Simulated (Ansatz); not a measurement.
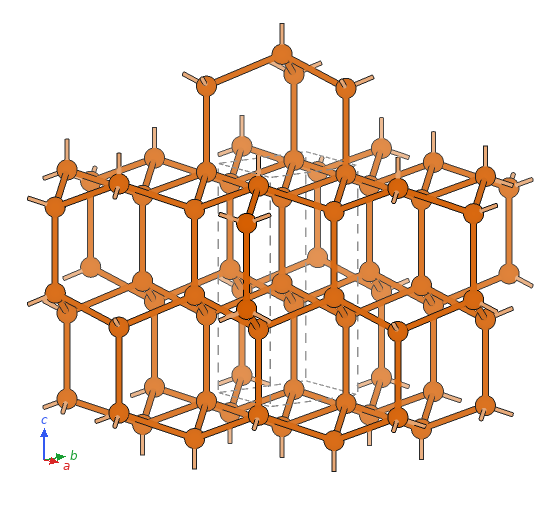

The picture shows a finite piece of the underlying net of a crystal structure, nodes on the atoms' positions. Nodes are coloured by topological kind. Short stubs are edges that leave the cut-out.

What net is this?

A uninodal 4-connected, three-periodic net. It is the lon net, known from lonsdaleite, wurtzite and tridymite.

Give point symbol and coordination sequence.

6^6, sequence 4, 12, 25, 44, 67, 96.

The net was derived as follows. AgI (space group P6_3mc, No. 186). Coordinates: coordinates from a relaxation with Ansatz 0.2.0, DFT PBE, scalar-relativistic, plane waves, PAW; the starting structure was generated, so it need not be a known form of this composition. Bonds are taken as Ag–I below 3.2 Å; no other contact counts. Simplification: prune 0- and 1-connected atoms, fold 2-connected ones into links. Ag and I are 4-connected nodes.
